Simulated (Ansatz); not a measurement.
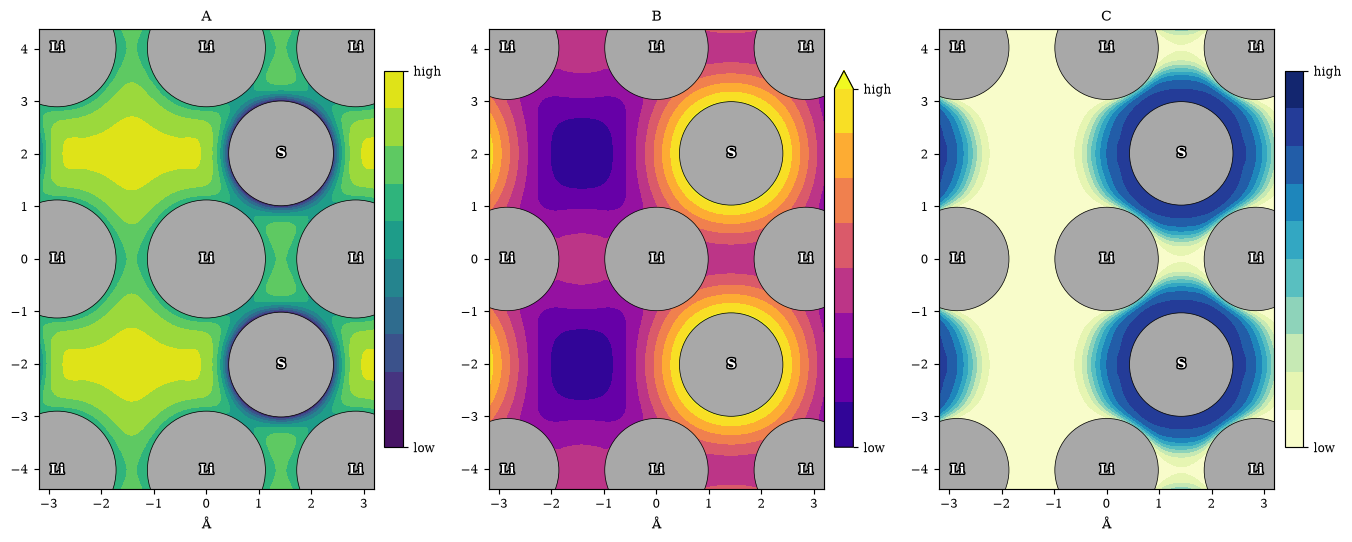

Li2S: 3 fields on the (110) plane of the conventional cell, with unlabelled colour scales. Grey discs cover the atomic cores.

Space group Fm-3m.

Theory: DFT PBE, scalar-relativistic, plane waves, PAW in Ansatz 0.2.0.

> Which field does each panel show? The fields are: electron localisation function, electrostatic potential energy of an electron and valence pseudo-density.

Panel A: electrostatic potential energy of an electron (low next to the atoms, rising into the space between them). Panel B: valence pseudo-density. Panel C: electron localisation function. From the grid: Li–S (2.46 Å): the density is about 0.29 e/Å³ at the midpoint; the ELF peaks at about 0.85 in the valence shell of S, 0.9 Å from its nucleus, and falls to about 0.05 next to Li (a largely ionic contact).
